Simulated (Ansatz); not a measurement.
## Electronic structure of B$_{2}$P$_{5}$ in real space

The calculation's input:

```
crystal:
  lattice:
    - [3.26703734, 0.0, 0.0]
    - [-1.63351867, 2.8293373316, 0.0]
    - [0.0, 0.0, 22.7838824896]
  atoms:
    - { symbol: B, position: [0.3333333333, 0.6666666667, 0.1102564027] }
    - { symbol: B, position: [0.0, 0.0, 0.2247753541] }
    - { symbol: B, position: [0.6666666667, 0.3333333333, 0.8897435973] }
    - { symbol: B, position: [0.0, 0.0, 0.7752246459] }
    - { symbol: P, position: [0.0, 0.0, 0.3626804989] }
    - { symbol: P, position: [0.3333333333, 0.6666666667, 0.4164731414] }
    - { symbol: P, position: [0.0, 0.0, 0.6373195011] }
    - { symbol: P, position: [0.6666666667, 0.3333333333, 0.5835268586] }
    - { symbol: P, position: [0.3333333333, 0.6666666667, 0.0240791415] }
    - { symbol: P, position: [0.0, 0.0, 0.1382837896] }
    - { symbol: P, position: [0.6666666667, 0.3333333333, 0.2523730976] }
    - { symbol: P, position: [0.6666666667, 0.3333333333, 0.9759208585] }
    - { symbol: P, position: [0.0, 0.0, 0.8617162104] }
    - { symbol: P, position: [0.3333333333, 0.6666666667, 0.7476269024] }
basis:
  ecutwfc: 420
kpoints:
  mp_grid: { grid: [12, 12, 2] }
hamiltonian:
  xc: pbe
scf:
  occupations: { method: gaussian, width: 0.1 }
output:
  forces: true
  stress: true
  eigenvalues: true
  write_density: true
  write_potential: true
  elf: true
  volumetric_format: npy
relax:
  adjacent_minimum: "off"
  f_tol: 0.01
  max_steps: 80
  cell: { stress_tol: 0.05 }
```

Launched as:

```sh
ansatz run input.yaml --threads 1 --pin off --max-ram 2560MiB --backend cpu --events-out ev --progress --plain --runs-dir out
```

Below, planes, directions and counts refer to the conventional cell (a = 3.25 Å, b = 3.25 Å, c = 23.04 Å, α = 90.00°, β = 90.00°, γ = 120.00°).

The fields are those of the run's last geometry, not of the input's.

Space group P-3m1; a generated structure, not necessarily the stable one.

Level of theory: Ansatz 0.2.0, DFT PBE, scalar-relativistic, plane waves, PAW.

In a PAW calculation such maps are meaningful between the atoms, not at the nuclei.

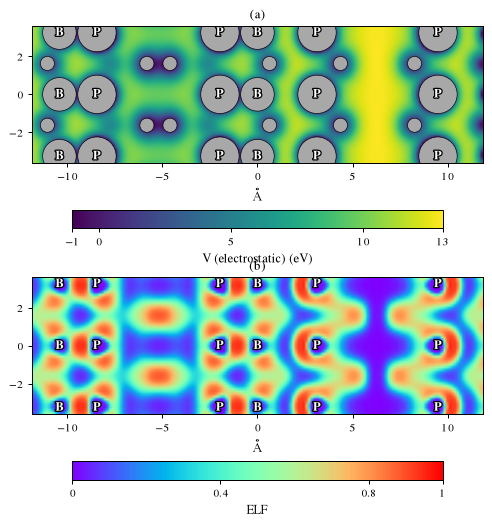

Figure 1. (a) electrostatic potential (local pseudopotential plus Hartree) felt by an electron; (b) electron localisation function on the (11̄0) plane of the conventional cell. Grey discs cover the atomic cores in the potential map.

> Interpret the plot.

The plane passes through B and P nuclei.
Atoms just off the plane (B, 0.9 Å away and P, 0.9 Å away) can leave unmarked features too.
B–P (1.97 Å): the ELF peaks at about 0.95 between the atoms.
The ELF also peaks beside P, away from the bonds: lone-pair regions.
Outside the cores the potential energy rises away from the atoms and is highest about 2.2 Å from the nearest atoms; its zero is arbitrary.

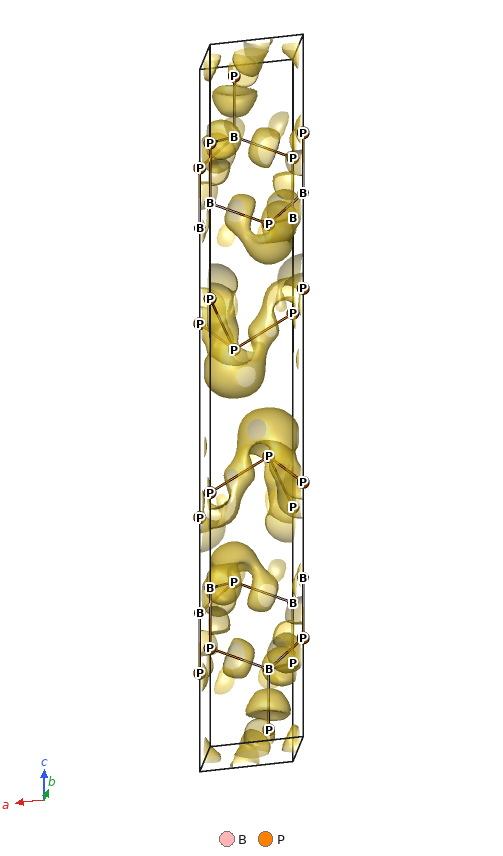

Figure 2. Isosurface of the ELF at 0.75 (yellow), seen at an oblique angle. Only the valence region is drawn (cores and ρ < 0.01 e/Å³ removed). Sticks mark near contacts.

> Identify the bonds, lone pairs and shells in this picture.

The ELF exceeds this value in ten regions between bonded B–P atoms, three regions between bonded P–P atoms, two regions on P in which the atom's valence shell and bonds are merged and sheets that run through the cell in two directions, counted in one cell of 14 atoms. Regions shared between cells count once. Along the contacts the grid gives the following. P–P (2.23 Å): the ELF peaks at about 0.90 between the atoms.

> Does the calculation give a band gap?

It is gapless in this calculation (a metal or semimetal).
